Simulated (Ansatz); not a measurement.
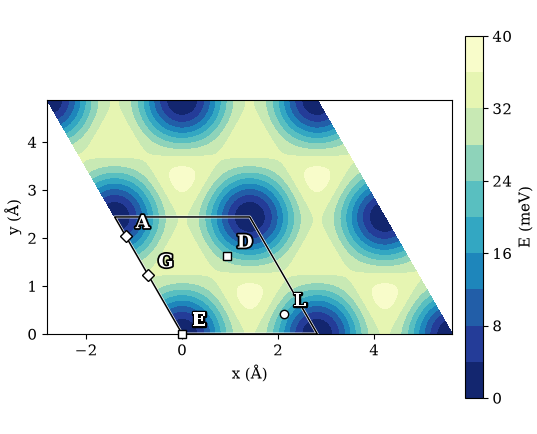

H on an Al(001) slab cut from the P6_3/mmc phase, its upper half relaxed before the scan (36 atoms of substrate and one adsorbate in a 2 × 2 cell). H is moved over the surface cell at a fixed height above a rigid substrate; the origin of the map has the adsorbate above Al33; the height is held at 3.40 Å. Places are given modulo a cell vector. The map is drawn in real space over the plane of the surface. Grid: 6 × 6 points; 10 points were computed and 26 follow by symmetry. Places are given in fractions of the 1 × 1 surface cell. Energies are in meV, from the lowest grid point. The runs have no spin polarisation, so an open-shell adsorbate far from the surface lies too high. At a fixed height the lowest place need not be the adsorption site. Level of theory: DFT PBE+D3(BJ), scalar-relativistic, plane waves, PAW (Ansatz 0.2.0). Settings: cutoff 420 eV, k-mesh 6×6×1, gaussian smearing 0.1 eV, no spin polarisation.

In the figure: filled contours, the outline of one cell of the 2 × 2 shown, lettered points. Between grid points the surface is interpolated.

### What kind of point is each of D, E, G, L: minimum, saddle, maximum or slope?

D: on a slope; E: minimum; G: saddle point; L: on a slope. (In these two coordinates alone; a stationary point may lie a little off the grid point.)

### Rank the lettered points by energy, lowest first.

E (0.0 meV), A (8.0 meV), L (20.4 meV), D (24.1 meV), G (32.3 meV).

PAW datasets: the set soft_1.
